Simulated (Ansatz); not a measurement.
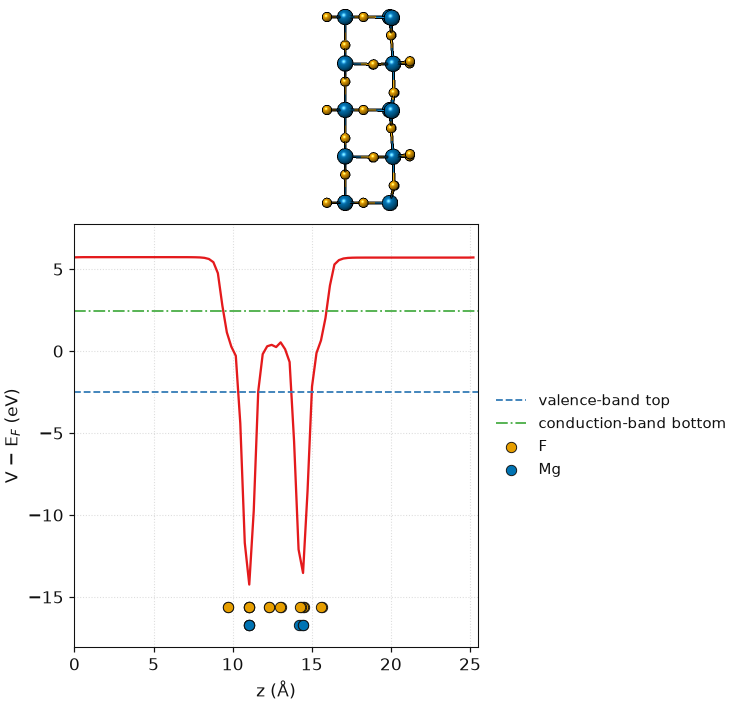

Plane-averaged electrostatic potential energy of an electron across the slab; circles at the bottom mark the heights of the atoms. The structure is drawn too. System: a (110) slab cut from MgF$_{2}$ (P4_2/mnm), ended by F planes, 24 atoms in the cell, the slab at its places in the relaxed adsorbed structure. Level of theory: DFT PBE, scalar-relativistic, plane waves, PAW, no spin polarisation, 3×3×1 k mesh, 420 eV cutoff, Gaussian smearing of 0.05 eV; code Ansatz.

From the vacuum level at the right face the ionisation potential is 8.17 eV and the electron affinity 3.23 eV; the left face gives the same. The slab's gap, their difference before rounding, is 4.93 eV. The two vacuum levels agree, so the slab has no net dipole along its normal. The outermost atoms are 5.9 Å apart, which leaves 19.6 Å of vacuum in a cell 25.5 Å high.

The atoms aren't at rest in this cell (largest force 1.6 eV/Å), so the relaxed material can differ.
